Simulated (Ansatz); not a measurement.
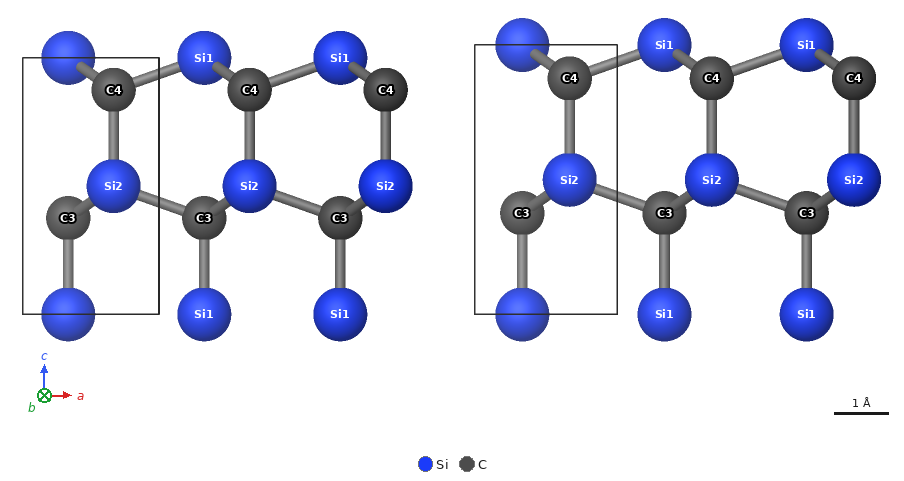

Two geometries of solid SiC (built on the wurtzite type), drawn at one scale. One is the start of a relaxation, the other its converged end. The picture is a ball-and-stick view of the cell of the calculation, repeated 3 × 1 × 1 with one cell outlined, seen along the b axis.

Computed with Ansatz, DFT, PBE, plane waves, PAW. (plane-wave cutoff 420 eV; k-point mesh 12 × 12 × 6; occupations fermi dirac; smearing width 0.02 eV; no spin polarisation; cell and atoms relaxed; force threshold 0.005 eV/Å)

Which of the two is the end point?

Answer. The right one is the relaxed one. The atoms keep their places relative to the cell (all moves are under 0.005 Å). The drawn cell changes as follows: a = b 2.958 → 3.092 Å (+4.5 %), c 4.831 → 5.074 Å (+5.0 %); the volume changes by +14.7 %. Some distances before and after: Si1–C3 1.812 → 1.907 Å, Si1–C4 1.812 → 1.893 Å. The space group stays P6_3mc (No. 186). After 6 accepted moves (8 points after the start) the energy has fallen by 0.580 eV per cell of the calculation. The largest force component goes from 0.17 to 0.00057 eV/Å. The pressure goes from 38.35 to 0.02 GPa. The SCF was repeated twice at an unchanged geometry on a basis and grid sized afresh for the cell, which shifted the energy by 18.9 meV per cell of the calculation at most.
